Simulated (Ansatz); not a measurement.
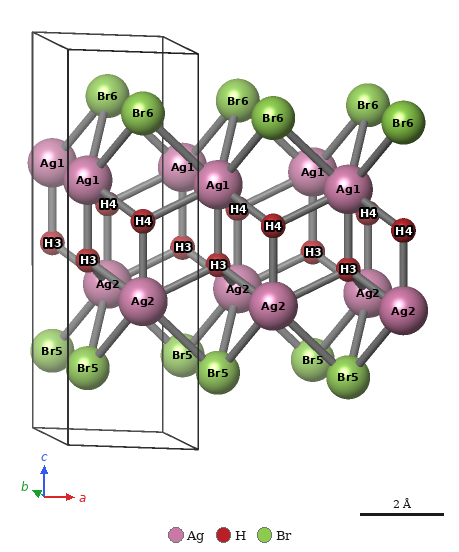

Reference structure: a symmetric starting cell of AgHBr (made from another compound by putting Ag in place of Zr). Style: ball-and-stick. Shown: the cell of the calculation, repeated 3 × 2 × 1 with one cell outlined, slightly off an axis.

All numbers below come from DFT PBEsol, scalar-relativistic, plane waves, PAW (Ansatz 0.2.0). (plane-wave cutoff 420 eV; k-point mesh 12 × 12 × 4; occupations gaussian; smearing width 0.1 eV; no spin polarisation)

Now this is done to it. All lengths are scaled by +1.0 % (volume +3.0 %), the atoms keeping their fractional coordinates. No relaxation follows. The starting cell wasn't computed here and needn't be at equilibrium, so pressure and forces aren't due to the change alone.

> What does the calculation give for the changed structure?

The pressure is 8.5 GPa (not all of it need come from the change, since the unchanged cell can be under pressure at this level too). The principal stresses (compression positive) are 3.2 GPa along c and 11.2 GPa across it. The largest forces, 1.8 eV/Å, act on Ag1 and Ag2; on Ag1 it points along −c. Among the bonded contacts that change: Ag–Br 2.611 → 2.637 Å, Ag–H 2.056 → 2.077 Å, Ag–H 1.956 → 1.975 Å. The space group stays P-3m1 (No. 164).
